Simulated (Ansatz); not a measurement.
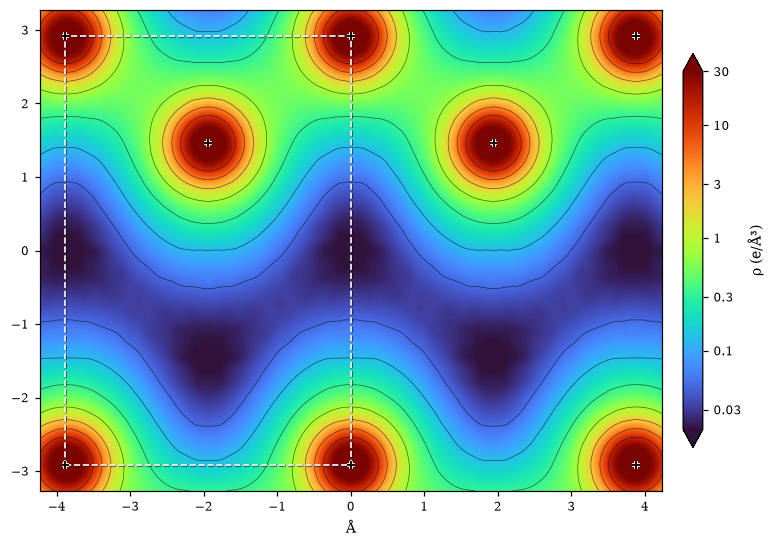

The valence pseudo-density on a plane through atoms (crosses mark nuclei in the plane).

The calculation used DFT PBE, scalar-relativistic, plane waves, PAW (Ansatz 0.2.0).

Candidates:
A. LiF, a = 3.06 Å, b = 3.06 Å, c = 5.11 Å, α = 90.00°, β = 90.00°, γ = 120.00°. Space group P6₃mc; a structure from a database of computed crystals, not necessarily the ambient phase; changed on purpose from its base cell (shift of Li1 along [0 0 1], its symmetry partners moved alike: -0.050 A in the relaxed cell; c/a of the conventional cell at fixed volume 1.6685).
B. Ge, a = 3.88 Å, b = 3.88 Å, c = 5.83 Å, α = 90.00°, β = 90.00°, γ = 90.00°. Space group I4₁/amd; computed pressure about 6 GPa in this cell.
C. Al₆H (slab), a = 5.71 Å, b = 5.71 Å, c = 22.60 Å, α = 90.00°, β = 90.00°, γ = 120.00°. Not relaxed (largest force 1.6 eV/Å).

### Which system is this?

Candidate B: Ge on the (010) plane of the conventional cell, which holds Ge. Ge–Ge (2.43 Å): ρ is about 0.52 e/Å³ halfway.
